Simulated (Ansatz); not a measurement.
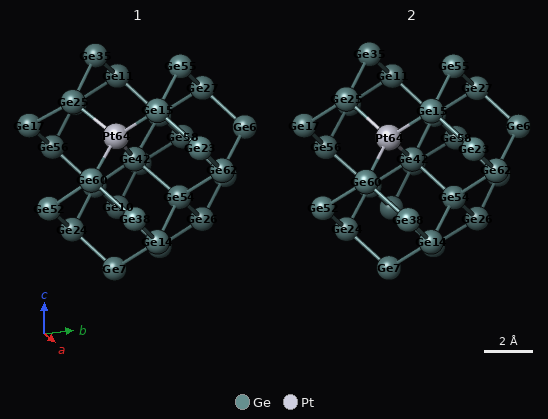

Two geometries of a defect cell of composition Ge63Pt (cell charge −1), drawn at one scale. One is the start of a relaxation, the other its converged end. Style: ball-and-stick. Shown: the atoms within 5.0 Å of the atom that moves most (axes of the cell of the calculation (origin shifted)), slightly off an axis.

The calculation used DFT, PBEsol, PAW, plane waves (Ansatz 0.2.0). Settings: plane-wave cutoff 420 eV; k-point mesh 1 × 1 × 1; mesh shifted by (0.25, 0.25, 0.25); collinear spin; atoms relaxed in a fixed cell; force threshold 0.03 eV/Å; at most 80 steps.

Q: Which one is relaxed?

A: Structure 1 is the relaxed one. The atoms of the start lie slightly off their symmetric places, so part of the fall in energy undoes that. A Ge atom moves most: 0.17 Å roughly along −b. Largest moves by element: Ge 0.17 Å, Pt 0.08 Å. The cell stays as it was. Some distances before and after: Ge–Ge 2.418 → 2.506 Å, Ge–Pt 2.477 → 2.393 Å, Ge–Pt 2.454 → 2.381 Å, Ge–Ge 2.488 → 2.433 Å. Among the angles between lasting bonds that change: Ge–Ge–Pt 108.6° → 116.5°, Ge–Pt–Ge 107.8° → 113.2°, Ge–Ge–Ge 110.4° → 105.5°. After 3 geometry steps the energy has fallen by 0.658 eV per cell of the calculation. The largest force component goes from 1.3 to 0.016 eV/Å. Cost: 15 s on 1 × NVIDIA GB300 Max-Q with 8 threads of Arm Neoverse-V2, peak memory 2.4 GiB.

Limits of the set-up: the cell is charged, on a uniform background, and energies carry no finite-size correction.
